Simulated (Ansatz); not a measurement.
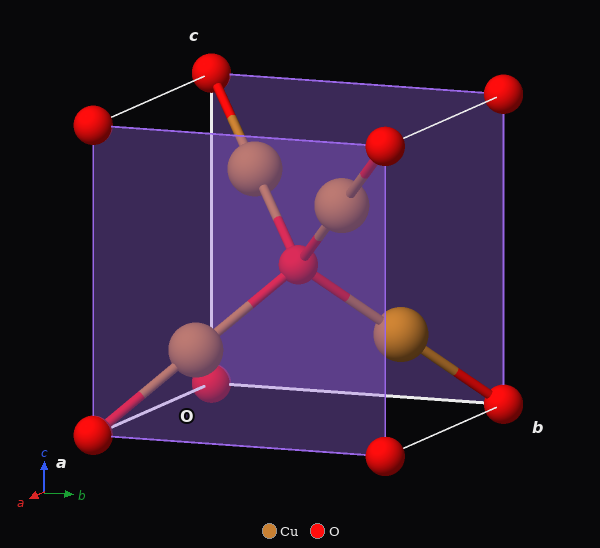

Every member of one family of equally spaced planes, hx + ky + lz = a whole number, that cuts the unit cell is shaded (one member passes through the origin O). Crystal: Cu2O, coordinates from a relaxation with DFT PBE+D3(BJ), scalar-relativistic, plane waves, PAW (Ansatz). Symmetry computed with spglib at a tolerance of 0.002 Å; standard conventional cell.

a = 4.251 Å, b = 4.251 Å, c = 4.251 Å, α = 90.00°, β = 90.00°, γ = 90.00°.

> Which (hkl) family is drawn?

(1 0 0); the opposite sign names the same planes. The member next to the origin meets the axes a at 1, b never, c never.

> What is the spacing?

d = 4.251 Å.

> Which atoms of the cell lie in these planes (within 0.03 Å)?

1 of the 2 O.

> The space group is Pn-3m, No. 224, origin choice 1. How many reflections hkl are equivalent to this one (itself included), and does it occur?

6 reflections are equivalent in the Laue class m-3m. The reflection is systematically absent, by a glide plane.
